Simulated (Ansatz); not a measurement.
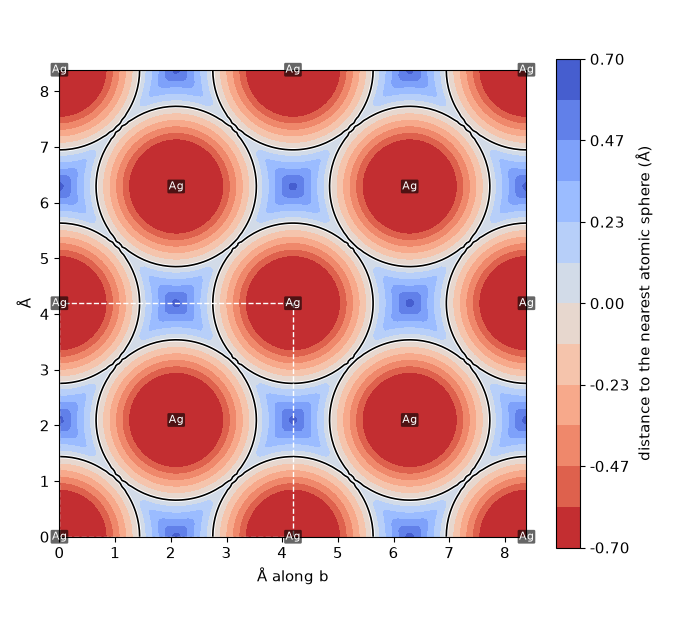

Map of the distance to the nearest atomic sphere in Ag in space group Fm-3m, computed on the section x = 0.000 (parallel to b and c; the dashed line is one cell). The black line marks the spheres' surfaces; positive values are empty space; unlabelled circles belong to atoms above or below the section.

The atoms' radii are metallic radii: Ag 1.44 Å.

Source of the atomic positions: the input geometry of an electronic-structure calculation (not necessarily at equilibrium).

```cif
data_structure
_symmetry_space_group_name_H-M 'P 1'
_symmetry_Int_Tables_number 1
_cell_length_a 4.1932
_cell_length_b 4.1932
_cell_length_c 4.1932
_cell_angle_alpha 90.000
_cell_angle_beta 90.000
_cell_angle_gamma 90.000
_cell_volume 73.73
loop_
_atom_site_label
_atom_site_type_symbol
_atom_site_fract_x
_atom_site_fract_y
_atom_site_fract_z
_atom_site_occupancy
Ag1 Ag 0.00000 0.00000 0.00000 1
Ag2 Ag 0.00000 0.50000 0.50000 1
Ag3 Ag 0.50000 0.00000 0.50000 1
Ag4 Ag 0.50000 0.50000 0.00000 1
```

**Where is the largest hole in this section, and how large is it?**

At 0.000, 0.000, 0.500 (fractional), where the distance reaches 0.66 Å; it is enclosed by 6 Ag in an octahedral arrangement. It is the largest hole of the crystal.

**How much of the crystal lies outside the spheres?**

About 32 % of the cell's volume, and 26 % of this section's area.

**What can pass through?**

The largest sphere that fits anywhere has a diameter of 1.31 Å; the largest that can travel through the crystal, about 0.5 Å.
